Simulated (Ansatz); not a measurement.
A structure file:

```yaml
crystal:
  lattice:
    - [2.91496, 0.00000, 0.00000]
    - [0.00000, 2.91496, 0.00000]
    - [0.00000, 0.00000, 3.29518]
  atoms:
    - { symbol: Pt, position: [0.00000, 0.00000, 0.00000] }
    - { symbol: Pt, position: [0.50000, 0.50000, 0.50000] }
```

### Describe what this structure looks like.

The element is platinum. Its lattice is body-centred tetragonal, its space group I4/mmm (No. 139). The cell holds two atoms. Taking every contact within bonding distance, one finds Pt 12.

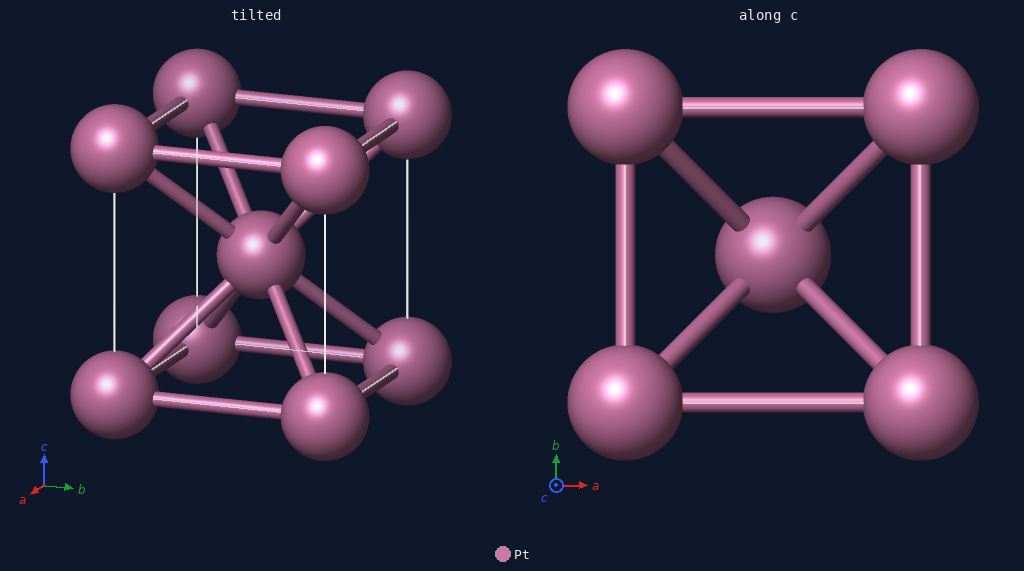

Shown here is a ball-and-stick view of the crystal, taken slightly off an axis and along the c axis. Thin lines show the conventional unit cell, with boundary atoms drawn in all their periodic places.

Its origin is a structure listed in the Materials Project. The cell was then strained or its atoms displaced on purpose. It was the input of a calculation with Ansatz.

At this level of theory the run's own cell isn't at rest (compressed, at 28 GPa), so its distances can differ from those at equilibrium, the more so the softer the solid.
